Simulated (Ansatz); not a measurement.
System: Ga₂O₃, space group C2/m (No. 12).

Starting cell:
```
CELL_PARAMETERS angstrom
6.13913 -1.52369 0.00288
6.13913 1.52369 0.00288
-1.38124 0.00000 5.64424
ATOMIC_POSITIONS crystal
Ga 0.34123 0.34123 0.68556
Ga 0.65877 0.65877 0.31444
Ga 0.90954 0.90954 0.20477
Ga 0.09046 0.09046 0.79523
O 0.50371 0.50371 0.74399
O 0.49629 0.49629 0.25601
O 0.82675 0.82675 0.43721
O 0.17325 0.17325 0.56279
O 0.16523 0.16523 0.10950
O 0.83477 0.83477 0.89050
```

Method: Born effective charges by linear response at the zone centre, in units of the proton charge, Cartesian axes of the given cell; DFT, PBEsol, plane waves, PAW (Ansatz 0.2.0). Level: PBEsol, no spin polarisation.

```
            setting   value
periodic directions       3
         potentials     PAW
        wave cutoff  420 eV
             k mesh   6×6×4
```

Predict the mean Born effective charge of each atom. The cases: Ga 1; Ga 2; Ga 3; Ga 4; O 1; O 2; O 3; O 4; O 5; O 6.

Ga 1 and Ga 2 share the largest size, 3.27 e, and the charges add up to 0.00 e. O 5 and O 6 are equally anisotropic; for O 5: its diagonal components run from −2.51 to −1.45 e. The Born charge xx, in e, is 3.243 for Ga 1, 3.243 for Ga 2, 2.746 for Ga 3, 2.746 for Ga 4, −2.297 for O 1, −2.297 for O 2, −2.247 for O 3, −2.247 for O 4, −1.445 for O 5 and −1.445 for O 6. The Born charge zz, in e, is 3.127 for Ga 1, 3.127 for Ga 2, 3.070 for Ga 3, 3.070 for Ga 4, −1.379 for O 1, −1.379 for O 2, −2.307 for O 3, −2.307 for O 4, −2.511 for O 5 and −2.511 for O 6.

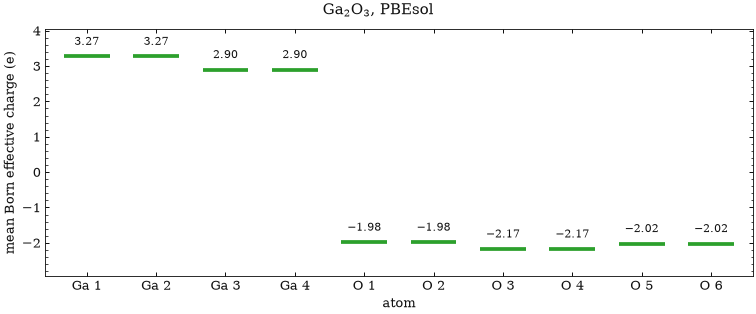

Caveats: field response not settled on the k mesh.
